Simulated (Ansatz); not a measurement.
Consider Hg.

```
Hg
1.0
     6.03964    0.00000   -0.34975
     0.00000    6.38543    0.00000
    -3.05495    0.00000    5.67854
Hg
6
Direct
  0.00000 0.00000 0.00000
  0.00000 0.50000 0.50000
  0.49594 0.24947 0.44638
  0.50406 0.74947 0.05362
  0.50406 0.75053 0.55362
  0.49594 0.25053 0.94638
```

Space group P2₁/c.

All numbers below come from DFT, PAW plane waves, PBE (Ansatz).

**What can the converged valence pseudo-density and electron localisation function tell about the bonding?**

Hg–Hg (3.22 Å): ρ is about 0.16 e/Å³ halfway; the ELF is about 0.15 at the midpoint; no shared electron pair shows on this line.

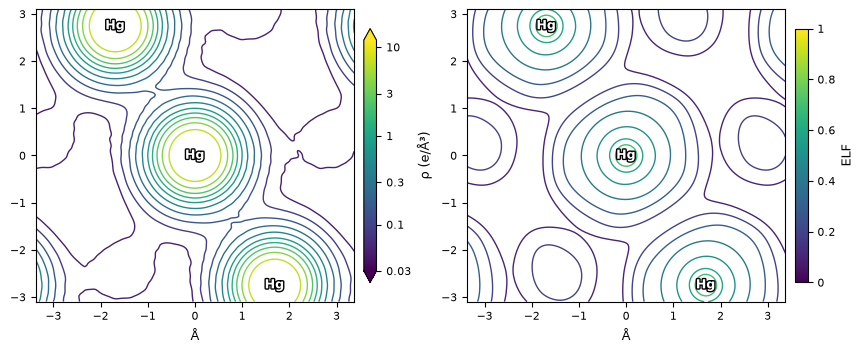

Computed valence pseudo-density and electron localisation function on the (010) plane of the conventional cell, in this order. 

In a PAW calculation such maps are meaningful between the atoms, not at the nuclei.
